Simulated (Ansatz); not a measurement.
## WSe: one change and its effect

System: WSe (slab, 4 atoms in the cell).
Method of run A: Kohn-Sham DFT of a periodic cell, PBE, all-electron LAPW, scalar-relativistic, no spin polarisation (Ansatz 0.2.0).

The structure derives from a Materials Project entry. Text and figures count atoms from 1; the logs count them from 0 in places.

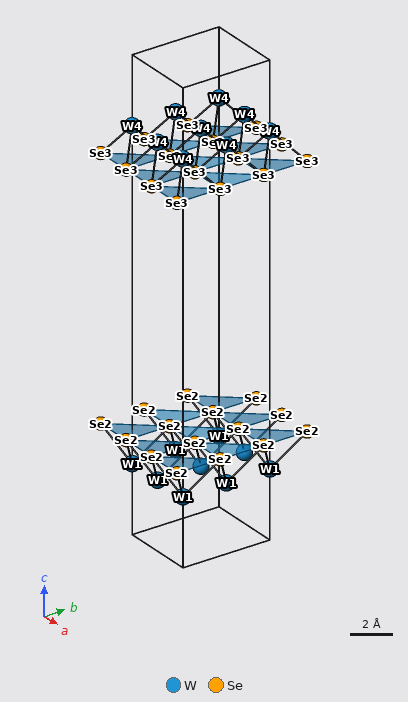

The structure (polyhedral view of the 2 × 2 repeat of the cell, with the vacuum cut short, seen slightly off an axis; polyhedra are completed across the faces of the cell; atoms are numbered from 1 in the order of the input). An atom can appear more than once, as a periodic image.

### The input, run A
```yaml
crystal:
  lattice:
    - [3.3179375931, 0.0, 0.0]
    - [-1.6589687965, 2.8734182438, 0.0]
    - [0.0, 0.0, 31.65814242]
  atoms:
    - { symbol: W, position: [0.0, 0.0, 0.2369058772] }
    - { symbol: Se, position: [0.33333333, 0.66666666, 0.2894123711] }
    - { symbol: Se, position: [0.33333333, 0.66666666, 0.7105876289] }
    - { symbol: W, position: [0.0, 0.0, 0.7630941228] }
kpoints:
  mp_grid: { grid: [9, 9, 1] }
scf:
  occupations: { method: fermi_dirac, width: 0.05 }
hamiltonian:
  xc: pbe
  pseudopotentials: { kind: all_electron, lapw: { basis_error: 0.002 } }
output:
  forces: true
  stress: true
  eigenvalues: true
```

Launched with:
```bash
ansatz run input.yaml --threads 4 --pin off --max-ram 14336MiB --backend cpu --events-out ev --progress --plain --runs-dir out
```

Hardware: 4 threads of Arm Neoverse V1, 24 GiB of memory available, shared host.

### Output, shortened to warnings, some set-up lines, iterations and results (run A)
```
Basis set: ecut = 285.4969649248977 eV, 3345 PW (Γ), exchange–correlation at level 2
Symmetry: 12 space group operations
k-points: 12 of 81 (time reversal used)
Initial density: superposition of atomic densities (neutral atoms: chi_scale 0, normalization atom)
[...]
SCF iter   1: F=—  HF=-1010652.959853 eV  |F-HF|=—  |Δ(HF+E_count)|=         —  Δρ=1.90e-2  dr2=2.70e0  ethr=1.99e-3  ⟨swp⟩=2.0  Hψ=6029  notcnv=0
SCF iter   2: F=—  HF=-1010653.612910 eV  |F-HF|=—  |Δ(HF+E_count)|=   6.53e-1  Δρ=1.85e-2  dr2=8.02e0  ethr=1.99e-3  ⟨swp⟩=3.6  Hψ=3260  notcnv=0  recentre
SCF iter   3: F=—  HF=-1010652.289756 eV  |F-HF|=—  |Δ(HF+E_count)|=    1.32e0  Δρ=7.35e-3  dr2=5.43e-1  ethr=1.99e-3  ⟨swp⟩=3.2  Hψ=3140  notcnv=0
SCF iter   4: F=—  HF=-1010652.259149 eV  |F-HF|=—  |Δ(HF+E_count)|=   3.06e-2  Δρ=4.08e-3  dr2=3.93e-1  ethr=3.99e-4  ⟨swp⟩=3.0  Hψ=3096  notcnv=0
SCF iter   5: F=—  HF=-1010652.209956 eV  |F-HF|=—  |Δ(HF+E_count)|=   4.92e-2  Δρ=6.26e-4  dr2=4.81e-3  ethr=3.56e-6  ⟨swp⟩=2.0  Hψ=4862  notcnv=0
SCF iter   6: F=—  HF=-1010652.210762 eV  |F-HF|=—  |Δ(HF+E_count)|=         —  Δρ=1.59e-4  dr2=9.96e-5  ethr=3.54e-6  ⟨swp⟩=2.2  Hψ=2851  notcnv=0
SCF iter   7: F=—  HF=-1010652.210742 eV  |F-HF|=—  |Δ(HF+E_count)|=   1.97e-5  Δρ=4.67e-5  dr2=1.12e-5  ethr=7.33e-8  ⟨swp⟩=3.0  Hψ=2901  notcnv=0
SCF iter   8: F=—  HF=-1010652.210744 eV  |F-HF|=—  |Δ(HF+E_count)|=   1.81e-6  Δρ=1.47e-5  dr2=2.05e-6  ethr=8.26e-9  ⟨swp⟩=3.0  Hψ=2890  notcnv=0
SCF iter   9: F=—  HF=-1010652.210745 eV  |F-HF|=—  |Δ(HF+E_count)|=   5.43e-7  Δρ=4.71e-6  dr2=1.10e-7  ethr=1.51e-9  ⟨swp⟩=3.0  Hψ=2873  notcnv=0
SCF iter  10: F=-1010652.210744 eV  HF=-1010652.210744 eV  |F-HF|=1.27e-8  |Δ(HF+E_count)|=   9.13e-8  Δρ=1.69e-6  dr2=1.91e-8  ethr=8.08e-11  ⟨swp⟩=3.0  Hψ=2960  notcnv=0
SCF 1 converged in 10 iterations: F = -1010652.210744 eV  dr2 = 1.91e-8
SCF converged after 10 iterations
Free energy (F): -1010652.210744 eV
Harris-Foulkes:  -1010652.210744 eV  (|F-HF|=1.27e-8)
Internal energy: -1010652.205206 eV  (E = F + TS)
E sigma→0 (E₀):  -1010652.207975 eV
Entropy (-TS):   -0.005538 eV (-1.385 meV/atom)
Fermi energy:    1.171836 eV
--- Per-component energies (eV) ---
  E_band       = -14769.461785
  E_kinetic    = 1119122.352627
  E_xc         = -22450.088287
  E_electrostatic = -2107324.469546  (all electrons and nuclei)
  E_smearing   = -0.005538  (= −TS)
  E_closure    = 0.000000  (closes the sum)
  E_atoms      = -1010625.921260  (free atoms, spherical and without spin; not in F)
  Σ components = -1010652.210744   (vs F -1010652.210744, Δ=0.00e0)
  Basis errors (estimates in eV, not in F): energy 9.3e-4 per atom: plane waves 8.4e-4 (5.1e-4 summed), levels above the bands 2.8e-56, relativity 4.6e-8, radial functions 8.7e-5, core shells 6.3e-8; eigenvalues (radial functions only) 1.5e-6; not estimated: angular momenta, meshes, grids; target …
--- Forces (eV/Å), atoms counted from 1 ---
  atom   1  W      0.00000000    -0.00000000     0.42626649
  atom   2  Se     0.00000000     0.00000000    -0.42625104
  atom   3  Se    -0.00000000     0.00000000     0.42625104
  atom   4  W      0.00000000    -0.00000000    -0.42626649
  max |Σ_I F_I| component: 1.20e-16 eV/Å
--- Stress (GPa, compression-positive) ---
       -5.956742       0.000000       0.000000
        0.000000      -5.956742      -0.000000
        0.000000      -0.000000      -0.748920
  P = ⅓ Tr σ = -4.2208 GPa (-42.208 kbar)
```

Run B used a changed input.

### The two runs side by side

```tsv
quantity	run A	run B
outcome	converged	converged
free energy per atom (eV)	−252663.0527	−252492.5863
energy per atom, smearing taken to zero (eV)	−252663.0520	−252492.5852
gap on the mesh (eV)	0.35	0.28
largest force (eV/Å)	0.426	1.128
SCF iterations	10	9
irreducible k-points	12	12
plane waves at Γ	3345	3345
wall time (shared host)	45 s	41 s
```

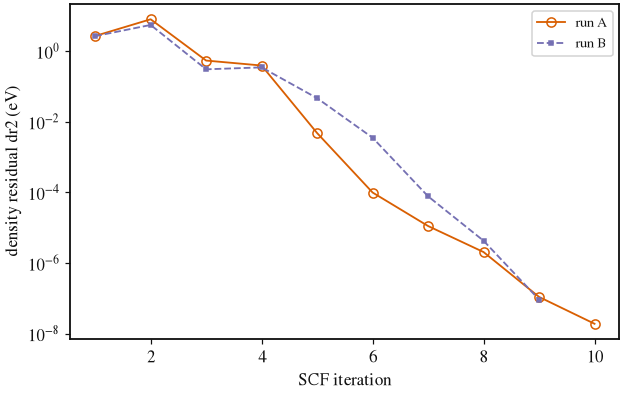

Convergence of the two runs: density residual dr2 against the SCF iteration. Run A takes 10 iterations in all, and run B takes 9.

What was changed in the input?

The change (lines with − go, lines with + come):
```diff
-  xc: pbe
+  xc: lda
```

The total energies belong to different methods, so their difference says nothing on which is more stable or more accurate. The gap on the mesh goes from 0.35 to 0.28 eV. The largest force goes from 0.426 to 1.128 eV/Å. The functional changes from PBE to LDA. The SCF takes 9 iterations against 10.

### Output, shortened to warnings, some set-up lines, iterations and results (run B)
```
Basis set: ecut = 285.6722847184051 eV, 3345 PW (Γ), exchange–correlation at level 2
Symmetry: 12 space group operations
k-points: 12 of 81 (time reversal used)
Initial density: superposition of atomic densities (neutral atoms: chi_scale 0, normalization atom)
[...]
SCF iter   1: F=—  HF=-1009971.228563 eV  |F-HF|=—  |Δ(HF+E_count)|=         —  Δρ=1.89e-2  dr2=2.67e0  ethr=1.96e-3  ⟨swp⟩=2.0  Hψ=6034  notcnv=0
SCF iter   2: F=—  HF=-1009971.510073 eV  |F-HF|=—  |Δ(HF+E_count)|=   2.82e-1  Δρ=1.68e-2  dr2=5.54e0  ethr=1.96e-3  ⟨swp⟩=3.4  Hψ=3256  notcnv=0
SCF iter   3: F=—  HF=-1009970.385165 eV  |F-HF|=—  |Δ(HF+E_count)|=    1.12e0  Δρ=4.62e-3  dr2=3.07e-1  ethr=1.96e-3  ⟨swp⟩=3.2  Hψ=3141  notcnv=0
SCF iter   4: F=—  HF=-1009970.387492 eV  |F-HF|=—  |Δ(HF+E_count)|=   2.33e-3  Δρ=3.68e-3  dr2=3.48e-1  ethr=2.25e-4  ⟨swp⟩=2.9  Hψ=3058  notcnv=0
SCF iter   5: F=—  HF=-1009970.350919 eV  |F-HF|=—  |Δ(HF+E_count)|=   3.66e-2  Δρ=1.33e-3  dr2=4.68e-2  ethr=2.25e-4  ⟨swp⟩=2.0  Hψ=2866  notcnv=0
SCF iter   6: F=—  HF=-1009970.345734 eV  |F-HF|=—  |Δ(HF+E_count)|=         —  Δρ=3.83e-4  dr2=3.55e-3  ethr=2.61e-6  ⟨swp⟩=2.0  Hψ=4889  notcnv=0
SCF iter   7: F=—  HF=-1009970.345283 eV  |F-HF|=—  |Δ(HF+E_count)|=   4.51e-4  Δρ=8.92e-5  dr2=7.77e-5  ethr=2.61e-6  ⟨swp⟩=2.0  Hψ=2860  notcnv=0
SCF iter   8: F=—  HF=-1009970.345271 eV  |F-HF|=—  |Δ(HF+E_count)|=   1.22e-5  Δρ=2.10e-5  dr2=4.29e-6  ethr=5.72e-8  ⟨swp⟩=2.0  Hψ=2864  notcnv=0
SCF iter   9: F=-1009970.345271 eV  HF=-1009970.345271 eV  |F-HF|=2.47e-8  |Δ(HF+E_count)|=   1.57e-8  Δρ=6.33e-6  dr2=9.28e-8  ethr=3.16e-9  ⟨swp⟩=2.0  Hψ=2860  notcnv=0
SCF 1 converged in 9 iterations: F = -1009970.345271 eV  dr2 = 9.28e-8
SCF converged after 9 iterations
Free energy (F): -1009970.345271 eV
Harris-Foulkes:  -1009970.345271 eV  (|F-HF|=2.47e-8)
Internal energy: -1009970.336272 eV  (E = F + TS)
E sigma→0 (E₀):  -1009970.340772 eV
Entropy (-TS):   -0.008999 eV (-2.250 meV/atom)
Fermi energy:    0.902249 eV
--- Per-component energies (eV) ---
  E_band       = -14777.683410
  E_kinetic    = 1118057.636187
  E_xc         = -21760.420367
  E_electrostatic = -2106267.552092  (all electrons and nuclei)
  E_smearing   = -0.008999  (= −TS)
  E_closure    = 0.000000  (closes the sum)
  E_atoms      = -1009941.164908  (free atoms, spherical and without spin; not in F)
  Σ components = -1009970.345271   (vs F -1009970.345271, Δ=0.00e0)
  Basis errors (estimates in eV, not in F): energy 9.2e-4 per atom: plane waves 8.3e-4 (5.1e-4 summed), levels above the bands 7.1e-57, relativity 1.4e-8, radial functions 8.9e-5, core shells 6.6e-8; eigenvalues (radial functions only) 1.5e-6; not estimated: angular momenta, meshes, grids; target …
--- Forces (eV/Å), atoms counted from 1 ---
  atom   1  W      0.00000000    -0.00000000     1.12795398
  atom   2  Se     0.00000000     0.00000000    -1.12787623
  atom   3  Se    -0.00000000     0.00000000     1.12787623
  atom   4  W      0.00000000    -0.00000000    -1.12795398
  max |Σ_I F_I| component: 4.44e-16 eV/Å
--- Stress (GPa, compression-positive) ---
       -7.814624       0.000000       0.000000
        0.000000      -7.814624      -0.000000
        0.000000      -0.000000      -1.987184
  P = ⅓ Tr σ = -5.8721 GPa (-58.721 kbar)
```

For both runs: Spin–orbit coupling is left out, which matters for W.
